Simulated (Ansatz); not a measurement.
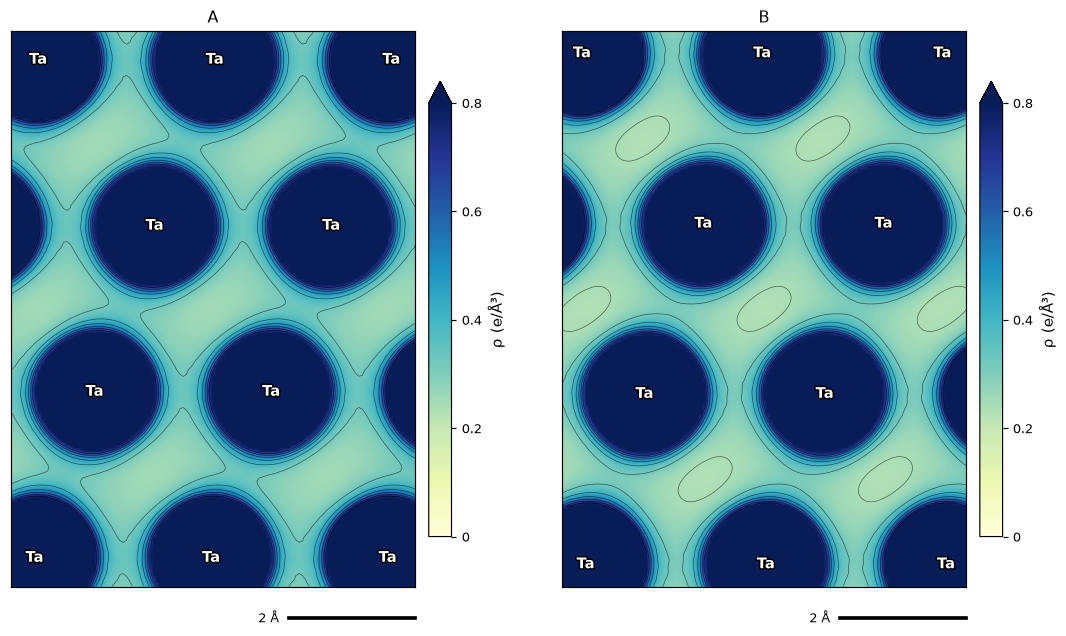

Ta. The valence charge density (pseudo) of two cells that differ in size and shape, on the (011̄) plane of each (indices in the axes of the calculation cell), at one length scale and on one colour scale; one has 16.7 and the other 17.7 Å³ an atom.

Space group I4/mmm; computed without spin polarisation.

These are results of DFT r2SCAN, scalar-relativistic, plane waves, PAW in Ansatz, not measurements.

The density is the valence pseudo-density of a PAW calculation; it isn't the true density close to the nuclei.

The larger cell:

```cif
data_structure
_symmetry_space_group_name_H-M 'P 1'
_symmetry_Int_Tables_number 1
_cell_length_a 2.8459
_cell_length_b 2.8459
_cell_length_c 2.8459
_cell_angle_alpha 109.066
_cell_angle_beta 109.066
_cell_angle_gamma 110.286
_cell_volume 17.74
loop_
_atom_site_label
_atom_site_type_symbol
_atom_site_fract_x
_atom_site_fract_y
_atom_site_fract_z
_atom_site_occupancy
Ta1 Ta 0.00000 0.00000 0.00000 1
```

The smaller cell: a = 2.789 Å, b = 2.789 Å, c = 2.789 Å, α = 109.89°, β = 109.89°, γ = 108.64°.

Question: Which panel shows the smaller cell, and what does the compression change?

Answer: Panel A is the smaller cell, by 6 % in volume. From the larger cell to the smaller, Ta–Ta goes from 2.85 to 2.79 Å, and the density at its midpoint from 0.31 to 0.33 e/Å³; the pressure goes from 3.7 to 18 GPa.
